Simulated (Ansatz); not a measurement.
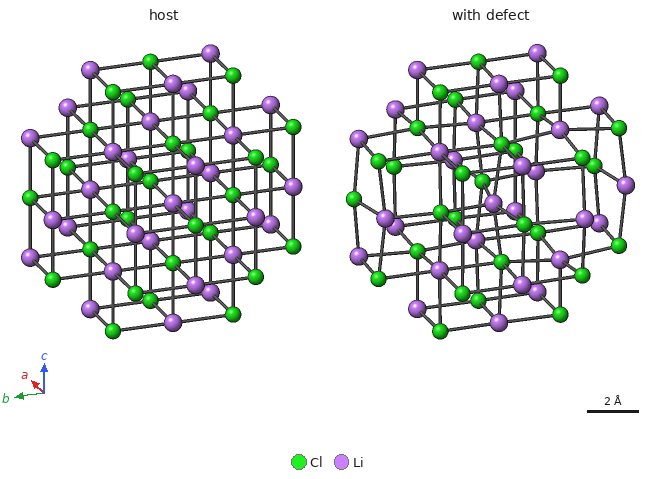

Left: perfect LiCl. Right: the same region with a pair of point defects, after relaxing the atoms in a supercell of 64 sites. Style: ball-and-stick. Shown: the atoms within 6.1 Å of one point, from a free direction.

Level of theory: Ansatz, DFT, PBEsol, PAW, plane waves. (plane-wave cutoff 420 eV; k-point mesh 1 × 1 × 1; mesh shifted by (0.25, 0.25, 0.25); no spin polarisation) Fermi-Dirac smearing of 0.01 eV. The axes drawn are those of the host's conventional cell.

Which defect is it?

Answer. A lithium atom is taken out (a vacancy) and a chlorine atom is taken out (a vacancy), the two sites 5.7 Å apart.

The charge state of the cell is 0.

What does the relaxation do around it?

Answer. Around the empty Li site the host had 6 Cl at 2.53 Å; after relaxation the nearest atoms are 6 Cl at 2.61 to 2.71 Å. Around the empty Cl site the host had 6 Li at 2.53 Å; after relaxation the nearest atoms are 6 Li at 2.75 to 2.79 Å. Of the host's atoms, a lithium atom moves furthest from its site, by 0.27 Å.
